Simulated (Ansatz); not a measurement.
System: Au.

```yaml
crystal:
  lattice:
    - [2.90000, 0.00000, 0.00000]
    - [0.00000, 0.00000, -4.88000]
    - [-1.45000, 2.51147, 0.00000]
  atoms:
    - { symbol: Au, position: [0.79487, 0.25000, 0.13851] }
    - { symbol: Au, position: [0.20513, 0.75000, 0.86149] }
```

Space group P2₁/m; changed on purpose from its base cell (atom 1 (Au) moved by (-0.200, +0.000) A along [1 1 0] and z).

Level of theory: DFT r2SCAN, scalar-relativistic, plane waves, PAW (Ansatz 0.2.0).

> What can the converged valence pseudo-density and electron localisation function tell about the bonding?

Au–Au (2.90 Å): the density is about 0.26 e/Å³ at the midpoint; the ELF is about 0.20 at the midpoint; no localised pair shows between them.

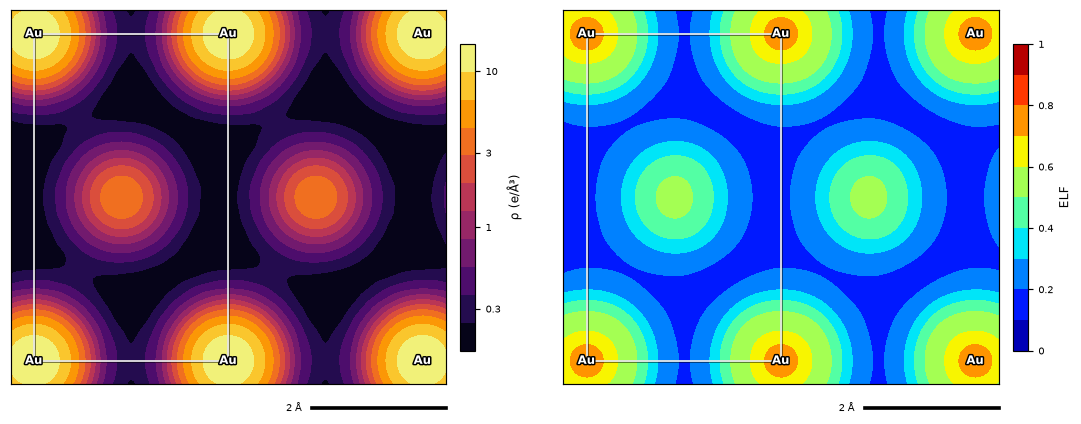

Computed valence pseudo-density and electron localisation function on the (001) plane of the conventional cell, in this order. Atoms just off the plane (Au, 0.7 Å away) can leave unmarked features too.

Core electrons are frozen (PAW), and the valence fields are smoothed inside the atomic spheres.
